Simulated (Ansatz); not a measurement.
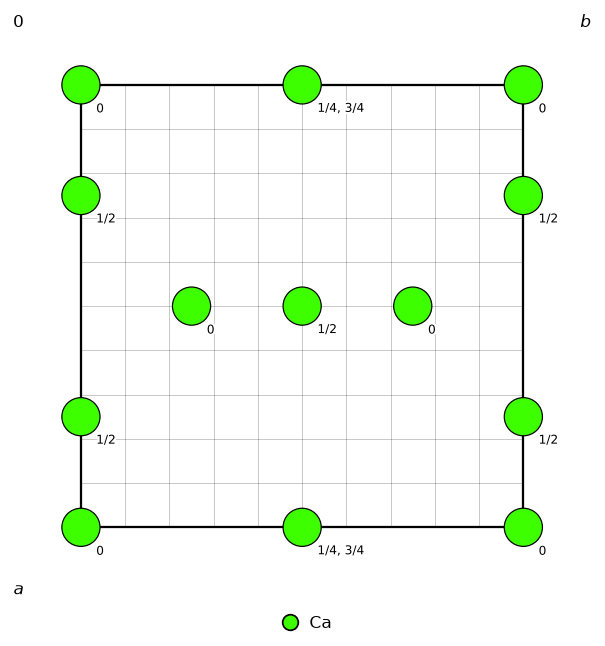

Plan of a unit cell projected along c (a down the page, b across); the numbers are heights as fractions of c, and atoms on the cell's edges are repeated. The grid marks tenths of a and b. Source: the input geometry of an electronic-structure calculation (not necessarily at equilibrium); the starting structure was generated, so it need not be a known form of this composition. All values are computed from the atomic coordinates in the standard setting (tolerance 0.002 Å).

a = 6.982 Å, b = 6.982 Å, c = 6.982 Å, α = 90.00°, β = 90.00°, γ = 90.00°.

Q: What does the cell contain?

A: 8 Ca: Ca, Z = 8.

Q: Which space group?

A: Pm-3n, No. 223, primitive cubic.

Q: Give the independent sites, coordinates to two places.

A:
| atom | site | symmetry | x | y | z |
| --- | --- | --- | --- | --- | --- |
| Ca | 2a | m-3. | 0.00 | 0.00 | 0.00 |
| Ca | 6c | -4m.2 | 0.25 | 0.00 | 0.50 |
